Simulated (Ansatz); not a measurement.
A series of calculations on WS$_{2}$ and related structures

### Relaxation

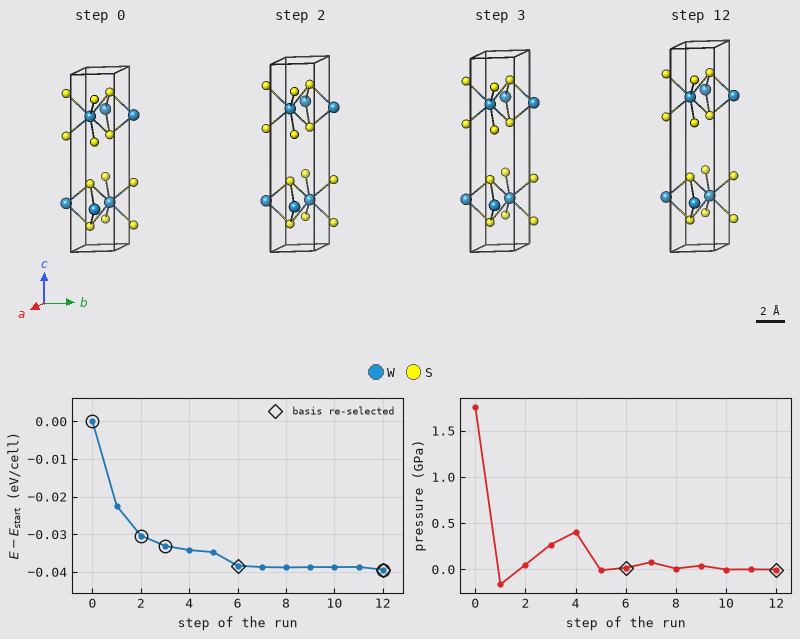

Frames of a relaxation of solid WS2 (set up in P6_3/mmc), marked on the history of the run. A ball-and-stick model of the cell of the calculation, seen slightly off an axis.

Level of theory: DFT PBE, scalar-relativistic, plane waves, PAW (Ansatz 0.2.0). Settings: plane-wave cutoff 420 eV; k-point mesh 12 × 12 × 2; occupations gaussian; smearing width 0.02 eV; no spin polarisation; cell and atoms relaxed; force threshold 0.005 eV/Å; at most 80 steps.

> Describe the path.

The energy falls by 39.4 meV per cell of the calculation in 10 accepted moves (12 points after the start). The largest force component goes from 0.2 to under 0.0001 eV/Å. Pressure: 1.76 GPa at the start and 0.00 GPa at the end. At 2 points the geometry stayed and the basis and grid were re-selected for the new cell (energy shift of 3.6 meV per cell of the calculation at most each time). The largest moves relative to the cell, 0.22 Å, are those of S atoms. W stays in place. The drawn cell changes as follows: a = b 3.184 → 3.188 Å (+0.1 %), c 12.978 → 14.871 Å (+14.6 %); the volume changes by +14.8 %. Among the contacts that change: S–W 2.411 → 2.420 Å. The space group stays P6_3/mmc (No. 194). From step 0 to 2: S atoms move most (0.08 Å), volume +6.1 %, energy −30.3 meV per cell of the calculation. From step 2 to 3: S atoms move most (0.06 Å), volume +3.5 %, energy −2.7 meV per cell of the calculation. From step 3 to 12: S atoms move most (0.07 Å), volume +4.6 %, energy −6.3 meV per cell of the calculation.

### Relaxation

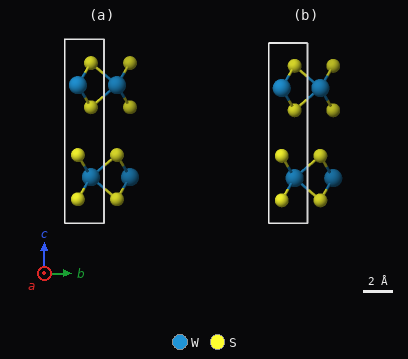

The structure of solid WS₂ (set up in P6_3/mmc) before (left) and after (right) a relaxation, at one scale.

A ball-and-stick model of the cell of the calculation, repeated 1 × 2 × 1 with one cell outlined, seen along the a axis.

These are results of DFT PBEsol, scalar-relativistic, plane waves, PAW in Ansatz 0.2.0, not measurements. Settings: plane-wave cutoff 420 eV; k-point mesh 12 × 12 × 2; occupations gaussian; smearing width 0.02 eV; no spin polarisation; cell and atoms relaxed; force threshold 0.005 eV/Å; at most 80 steps.

Summarise the run.

Answer. The largest moves relative to the cell, 0.041 Å, are those of S atoms. W stays in place. The drawn cell changes as follows: a = b 3.184 → 3.146 Å (−1.2 %), c 12.978 → 12.705 Å (−2.1 %); the volume changes by −4.4 %. Near-neighbour distances that change, for instance: W–W 3.184 → 3.146 Å, S–W 2.411 → 2.399 Å. The space group stays P6_3/mmc (No. 194). After 3 accepted moves (5 points after the start) the energy has fallen by 33.2 meV per cell of the calculation. The largest force component goes from 0.11 to 0.0025 eV/Å. Pressure: −2.92 GPa at the start and −0.01 GPa at the end. The line search rejected the trial step at point 1 of the run. The SCF was repeated once at an unchanged geometry on a basis and grid sized afresh for the cell, which shifted the energy by 0.7 meV per cell of the calculation at most. Cost: 64 s on 4 threads of AMD EPYC (Zen 3), on a shared host, peak memory 0.53 GiB.

### Defect

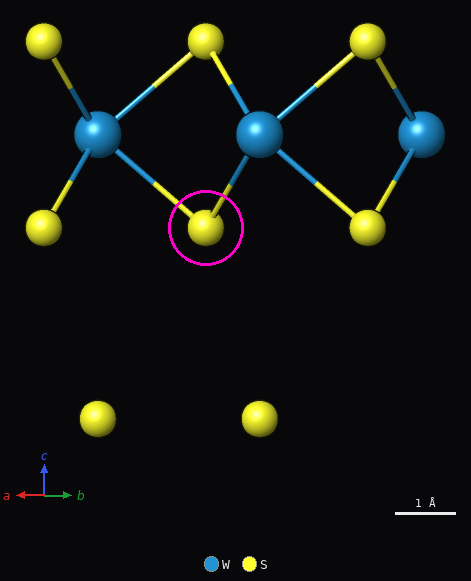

Perfect WS2. Style: ball-and-stick. Shown: the atoms within 4.6 Å of one point, in a slice 5.0 Å thick across the line of sight, along [110].

Level of theory: DFT PBEsol, scalar-relativistic, plane waves, PAW in Ansatz 0.2.0. Set-up: plane-wave cutoff 420 eV; k-point mesh 2 × 2 × 2; occupations gaussian; smearing width 0.01 eV; mesh shifted by (0.5, 0.5, 0.5); collinear spin. The cell is small and the k-mesh coarse, so the numbers are rough. A uniform background neutralises the charged cell. The axes drawn are those of the host's conventional cell.

A sulfur atom is taken out (a vacancy) at the ringed place, in charge state −1. The supercell has 36 sites, and the atoms are relaxed at the host's cell.

Predict the relaxed surroundings of the defect.

Answer. Around the empty S site the host had 3 W at 2.40 Å; after relaxation the nearest atoms are 3 W at 2.37 to 2.39 Å. Of the host's atoms, a sulfur atom moves furthest from its site, by 0.07 Å. The cell ends without a net magnetic moment.

The relaxed defect, seen from the same direction:

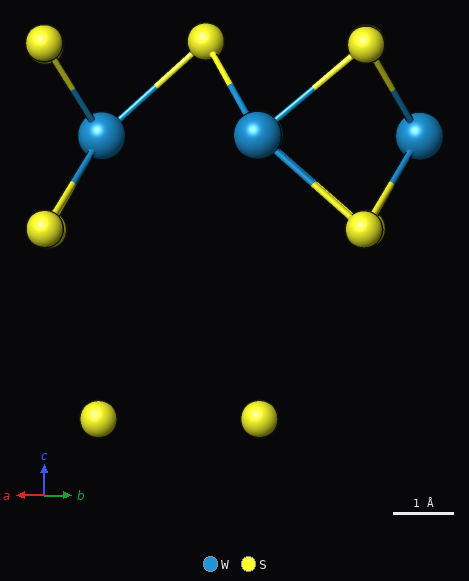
